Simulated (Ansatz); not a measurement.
**Energy of Fe along a strain of the cell**

System: Fe (P6₃/mmc, 2 atoms in the cell).
Method: DFT, LDA, all-electron LAPW, scalar-relativistic, spin-polarised (Ansatz 0.2.0).

The 6 runs differ only in the geometry, by a strain of the cell at fixed fractional positions. Against run 4, the strain is εxx = η, εyy = η and εzz = 0.94 η.

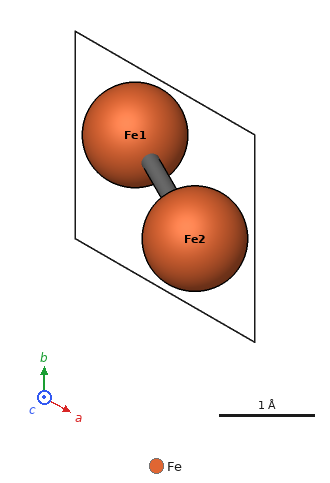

Figure 1. The structure of run 4 (ball-and-stick view of the cell of the calculation, along the c axis; atoms are numbered from 1 in the order of the input). An atom can appear more than once, as a periodic image.

**Input of run 4**
```yaml
crystal:
  lattice:
    - [2.1829168813, 0.0, 0.0]
    - [-1.0914584406, 1.8904614736, 0.0]
    - [0.0, 0.0, 3.4697794803]
  atoms:
    - { symbol: Fe, position: [0.3333333333, 0.6666666667, 0.25], spin: 2.5 }
    - { symbol: Fe, position: [0.6666666667, 0.3333333333, 0.75], spin: 2.5 }
magnetization:
  spin_polarized: true
kpoints:
  mp_grid: { grid: [20, 20, 11] }
scf:
  occupations: { method: fermi_dirac, width: 0.05 }
hamiltonian:
  xc: lda
  pseudopotentials: { kind: all_electron, lapw: { basis_error: 0.001 } }
output:
  forces: true
  stress: true
  eigenvalues: true
  populations: true
```

Command:
```bash
ansatz run input.yaml --threads 1 --pin off --max-ram 3072MiB --backend cpu --events-out ev --progress --plain --runs-dir out
```

Lattice vectors (Å) and fractional positions of run 4:
```
   2.182917    0.000000    0.000000
  -1.091458    1.890461    0.000000
   0.000000    0.000000    3.469779
Fe  0.333333  0.666667  0.250000
Fe  0.666667  0.333333  0.750000
```

Run 3 differs from it as follows:
```diff
-    - [2.1829168813, 0.0, 0.0]
-    - [-1.0914584406, 1.8904614736, 0.0]
-    - [0.0, 0.0, 3.4697794803]
+    - [2.0795662963, 0.0, 0.0]
+    - [-1.0397831482, 1.8009572415, 0.0]
+    - [0.0, 0.0, 3.3134683461]
```

**Results, with one run withheld**

| run | strain parameter η (%) | free energy per atom, from the lowest run given (meV) | pressure (GPa) |
| --- | --- | --- | --- |
| 1 | −15.9709 | 12630.81 | 1538.21 |
| 2 | −10.0194 | 6052.13 | 766.20 |
| 3 | −4.7512 | ? | ? |
| 4 | 0.0000 | 1066.36 | 190.76 |
| 5 | 4.3463 | 285.96 | 81.70 |
| 6 | 8.3643 | 0.00 | 20.01 |

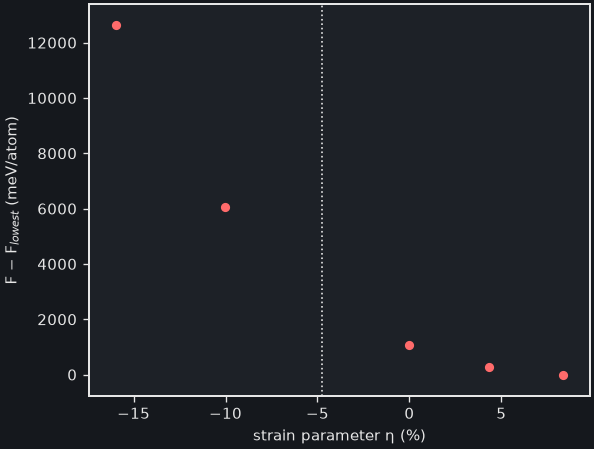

Figure 2. Free energy per atom of the runs given; the dotted line marks run 3.

Fit the runs given and predict run 3.

A cubic polynomial in the coordinate, fitted to the 5 runs given, misses them by at most 29.76 meV per atom. With x = η + 2.6559, it reads F = 1818.9 − 354.31 x + 24.91 x² − 0.7095 x³ (meV per atom). At run 3 it gives 2677.17 meV per atom, and the run itself gives 2733.81. The fit has no minimum inside this range. The fit misses that run by 56.64 meV per atom.

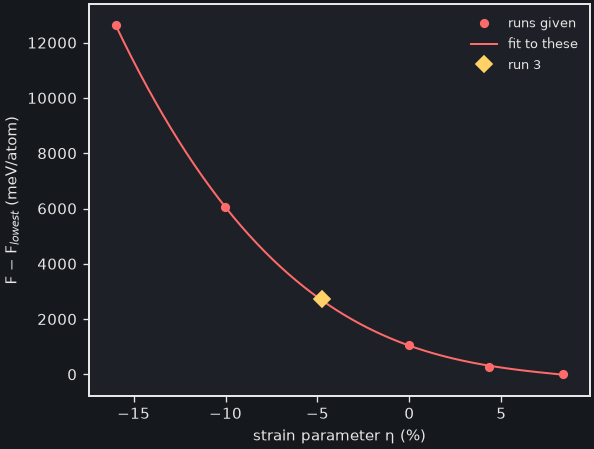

Figure 3. The fit and the withheld run.

**Output, shortened to warnings, some set-up lines, iterations and results (run 3)**
```
WARN: the starting moments were not kept: the SCF closed with an absolute magnetisation of 8.0e-7 μB, where they sum to 5 μB in size (2 sites). That is at most 0.1 of that sum. Measured as dr2_m measures the in/out step, that magnetisation stands 9.2e-14 eV from none, at or under the dr2_threshold of 1.0e-7 eV: it is no larger than a step whose dr2_m would equal this threshold. The system may …
Basis set: ecut = 475.18874530105336 eV, 299 PW (Γ), exchange–correlation at level 2
Symmetry: 24 space group operations
k-points: 264 of 4400
Initial density: superposition of atomic densities (chi_scale 0.1, normalization cell)
[...]
SCF iter   1: F=—  HF=-69143.175127 eV  |F-HF|=—  |Δ(HF+E_count)|=         —  Δρ=2.07e-1 (↑2.07e-1 ↓1.98e-1)  dr2=3.31e-2  dr2_m=4.66e0  M=0.409 μB ∫|m|=0.409 μB  β_m=0.30  …
SCF iter   2: F=—  HF=-69142.643879 eV  |F-HF|=—  |Δ(HF+E_count)|=   5.31e-1  Δρ=1.48e-1 (↑1.48e-1 ↓1.45e-1)  dr2=1.39e-2  dr2_m=2.43e0  M=0.305 μB ∫|m|=0.305 μB  β_m=0.65  …
SCF iter   3: F=—  HF=-69142.334917 eV  |F-HF|=—  |Δ(HF+E_count)|=   3.09e-1  Δρ=1.43e-2 (↑1.43e-2 ↓1.17e-2)  dr2=2.76e-2  dr2_m=1.12e-3  M=0.018 μB ∫|m|=0.023 μB  β_m=0.52  …
SCF iter   4: F=—  HF=-69142.119959 eV  |F-HF|=—  |Δ(HF+E_count)|=   2.15e-1  Δρ=1.62e-3 (↑1.49e-3 ↓1.62e-3)  dr2=5.15e-4  dr2_m=1.98e-5  M=0.011 μB ∫|m|=0.016 μB  β_m=0.76  …
SCF iter   5: F=—  HF=-69142.120519 eV  |F-HF|=—  |Δ(HF+E_count)|=   5.60e-4  Δρ=4.89e-4 (↑4.89e-4 ↓2.53e-4)  dr2=2.93e-5  dr2_m=2.68e-6  M=0.003 μB ∫|m|=0.006 μB  β_m=0.88  …
SCF iter   6: F=—  HF=-69142.120597 eV  |F-HF|=—  |Δ(HF+E_count)|=   7.80e-5  Δρ=5.45e-5 (↑4.89e-5 ↓5.45e-5)  dr2=5.80e-8  dr2_m=2.77e-7  M=-0.000 μB ∫|m|=0.000 μB  β_m=0.94  …
SCF iter   7: F=—  HF=-69142.120597 eV  |F-HF|=—  |Δ(HF+E_count)|=   4.34e-7  Δρ=3.21e-6 (↑2.64e-6 ↓3.21e-6)  dr2=7.09e-10  dr2_m=6.41e-10  M=-0.000 μB ∫|m|=0.000 μB  …
SCF iter   8: F=—  HF=-69142.120597 eV  |F-HF|=—  |Δ(HF+E_count)|=  5.82e-11  Δρ=4.70e-7 (↑1.30e-7 ↓4.70e-7)  dr2=1.15e-11  dr2_m=7.32e-12  M=0.000 μB ∫|m|=0.000 μB  β_m=0.92 …
SCF iter   9: F=-69142.120597 eV  HF=-69142.120597 eV  |F-HF|=4.37e-11  |Δ(HF+E_count)|=  2.91e-11  Δρ=9.84e-8 (↑4.54e-8 ↓9.84e-8)  dr2=6.61e-13  dr2_m=2.53e-13  M=0.000 μB …
SCF 1 converged in 9 iterations: F = -69142.120597 eV  dr2 = 6.61e-13
WARN: the starting moments were not kept: the SCF closed with an absolute magnetisation of 8.0e-7 μB, where they sum to 5 μB in size (2 sites). That is at most 0.1 of that sum. Measured as dr2_m measures the in/out step, that magnetisation stands 9.2e-14 eV from none, at or under the dr2_threshold …
SCF converged after 9 iterations
Magnetization: 0.0000 μB (16.0000 up, 16.0000 down)
Absolute magnetization: 0.0000 μB (∫|ρ↑−ρ↓|)
Spin contamination: 0.0000 ħ² per cell (⟨S²⟩ above its minimum at these occupations)
Per-site moments (μB) at R_I (Å): [(3.024836274789777e-7, 1.023022481302263), (3.024836274789777e-7, 1.023022481302263)]
Free energy (F): -69142.120597 eV
Harris-Foulkes:  -69142.120597 eV  (|F-HF|=4.37e-11)
Internal energy: -69142.110229 eV  (E = F + TS)
E sigma→0 (E₀):  -69142.115413 eV
Entropy (-TS):   -0.010369 eV (-5.184 meV/atom)
Fermi energy:    36.907888 eV
--- Per-component energies (eV) ---
  E_band       = 112.528866
  E_kinetic    = 70152.641715
  E_xc         = -2941.069141
  E_electrostatic = -136353.682803  (all electrons and nuclei)
  E_smearing   = -0.010369  (= −TS)
  E_closure    = 0.000000  (closes the sum)
  E_atoms      = -69126.976901  (free atoms, spherical and without spin; not in F)
[...]
```

The program warns: some starting moments were not kept.
